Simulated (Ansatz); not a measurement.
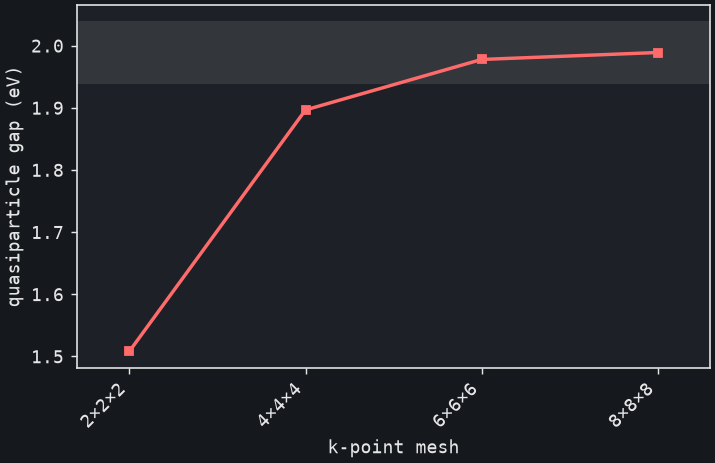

Convergence test: the k-point mesh is varied and all else is held.
The run: CdS (F-43m, 2 atoms in the cell), by G0W0@PBE, plasmon-pole screening, soft PAW set, first generation (Ansatz 0.2.0-dev); cutoff 420 eV, response cutoff 113 eV, 235 empty bands.
Dashed lines or grey bands mark the tolerance: 0.05 eV.

From which setting is the quasiparticle gap converged to 0.05 eV?

Answer. The quasiparticle gap is within 0.05 eV of the densest setting's value from 6×6×6 on. It is 1.51 eV at 2×2×2, 1.90 eV at 4×4×4 and 1.99 eV at 8×8×8. The potentials or cutoffs used are known to leave an error of their own, so the limit of this scan isn't the converged value for the crystal.
